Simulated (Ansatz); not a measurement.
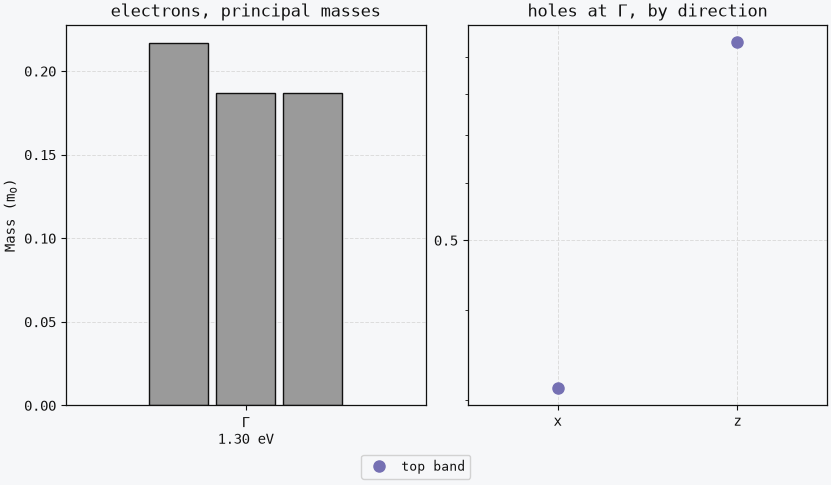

Effective masses at the band extrema of CuI, space group P4/nmm, 4 atoms in the cell, in a cell relaxed beforehand (a = 4.006 Å, c = 6.474 Å (tetragonal axes)), in units of the free-electron mass, from finite differences of the levels. Left, the three principal masses of each conduction valley, with its energy above the valence top; right, the masses of the band at the valence top. Each mass comes from the mean inverse mass of a pair of spin states, which spin-orbit coupling splits away from the extremum where the crystal has no centre of inversion.

Method: PBEsol, all-electron LAPW, spin-orbit coupling, no magnetisation, 6×6×4 k mesh, fixed occupations (Ansatz 0.2.0).

What are the masses of the lowest valley?

Answer. It lies at Γ, 1.30 eV above the valence top, with one mass of 0.217 and two of 0.187. Its 1 equivalent valley gives a density-of-states mass N^(2/3) (m1 m2 m3)^(1/3) = 0.196.

How do the hole masses depend on direction?

Answer. Along x (in the plane) 0.311; along z (along c) 0.943.

Not shown: a further valence band at Γ, 0.328 eV under the top.

LDA, GGA and most meta-GGA functionals understate gaps. Measurements of this composition are mostly on another form, of space group No. 216. An understated gap makes light masses too light.
